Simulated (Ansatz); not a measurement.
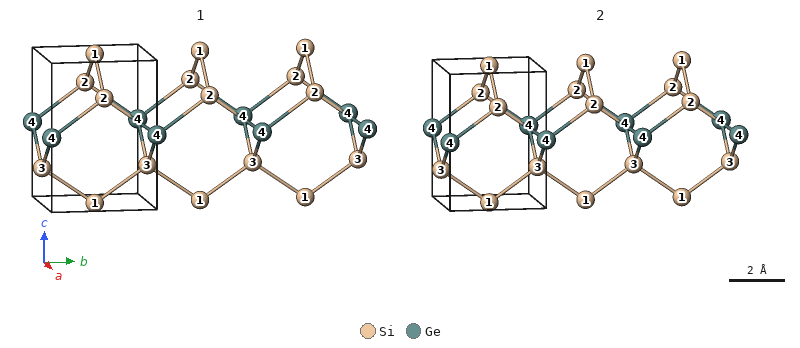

Two geometries of a crystal of Si3Ge (a generated structure, set up in P-4m2) (coarse preliminary run), drawn at one scale. One is the start of a relaxation, the other its converged end. Style: ball-and-stick. Shown: the cell of the calculation, repeated 1 × 3 × 1 with one cell outlined, slightly off an axis.

The calculation used DFT PBE, scalar-relativistic, plane waves, PAW in Ansatz. Settings: plane-wave cutoff 420 eV; k-point mesh 6 × 6 × 4; occupations gaussian; smearing width 0.1 eV; no spin polarisation; cell and atoms relaxed; force threshold 0.04 eV/Å; at most 70 steps.

**Which one is relaxed?**

Structure 1 is the relaxed one. Over 5 accepted moves (7 points after the start) the energy falls by 476 meV per atom. Largest force component: 0.8 eV/Å at the start, 0.0018 eV/Å at the end. Pressure: 38.31 GPa at the start and 0.02 GPa at the end. At 2 points the geometry stayed and the basis and grid were re-selected for the new cell (energy shift of 4.5 meV per atom at most each time). The largest moves relative to the cell, 0.033 Å, are those of Si2 and Si3. Si2 goes along +c. Ge stays in place. The volume changes by +30.5 %, with a = b 3.580 → 3.916 Å (+9.4 %), c 5.062 → 5.521 Å (+9.1 %). Among the contacts that change: Si2–Ge4 2.192 → 2.415 Å, Si1–Si2 2.192 → 2.377 Å. The space group stays P-4m2 (No. 115).
